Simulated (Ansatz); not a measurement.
System: MgO.

Input file:

```
crystal:
  lattice:
    - [0.0, -2.1071057202, -2.1071057202]
    - [0.0, 2.1071057202, -2.1071057202]
    - [4.2142114403, 0.0, 0.0]
  atoms:
    - { symbol: Mg, position: [0.4992023415, 0.5144743718, 0.5009357255] }
    - { symbol: Mg, position: [0.0007976585, -0.0144743718, -0.0009357255] }
    - { symbol: O, position: [0.4831077934, 0.4963838085, 0.0079081982] }
    - { symbol: O, position: [0.0168922066, 0.0036161915, 0.4920918018] }
basis:
  ecutwfc: 420
kpoints:
  mp_grid: { grid: [8, 8, 6] }
hamiltonian:
  xc: pbesol
scf:
  occupations: { method: gaussian, width: 0.05 }
output:
  forces: true
  stress: true
  eigenvalues: true
  write_density: true
  write_potential: true
  elf: true
  volumetric_format: npy
```

Command:

```sh
ansatz run input.yaml --threads 2 --pin off --max-ram 5120MiB --backend cpu --events-out ev --progress --plain --runs-dir out
```

Below, planes, directions and counts refer to the conventional cell (a = 2.98 Å, b = 2.98 Å, c = 4.21 Å, α = 90.00°, β = 90.00°, γ = 90.00°).

Space group P-1; not relaxed (largest force 0.8 eV/Å).

Method: DFT PBEsol, scalar-relativistic, plane waves, PAW (Ansatz).

What will maps of the valence pseudo-density and electron localisation function show?

Answer. Mg–O (2.05 Å): ρ at the midpoint is about 0.38 e/Å³; the ELF peaks at about 0.85 in the valence shell of O, 0.6 Å from its nucleus, and is about 0.35 at the midpoint; an ionic contact with no shared pair.
Mg–O (2.12 Å): ρ at the midpoint is about 0.33 e/Å³; the ELF peaks at about 0.85 in the valence shell of O, 0.6 Å from its nucleus, and is about 0.35 at the midpoint; an ionic contact with no shared pair.
Mg–O (2.17 Å): ρ at the midpoint is about 0.3 e/Å³; the ELF peaks at about 0.85 in the valence shell of O, 0.6 Å from its nucleus, and is about 0.35 at the midpoint: a closed-shell, largely ionic contact.

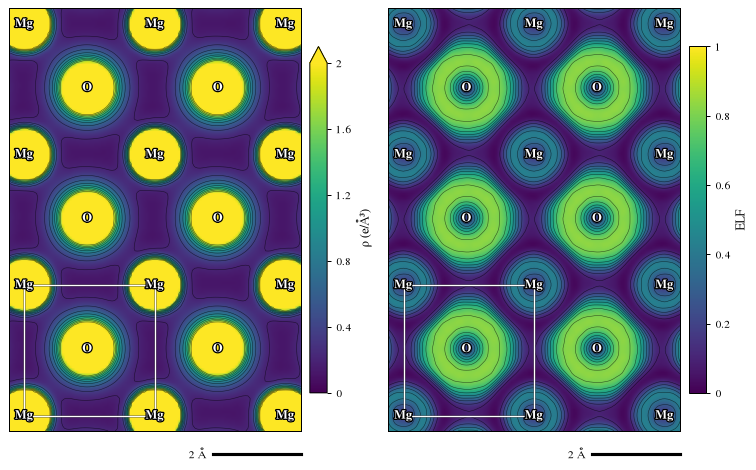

Computed valence pseudo-density and electron localisation function on the (001) plane of the conventional cell, in this order. 
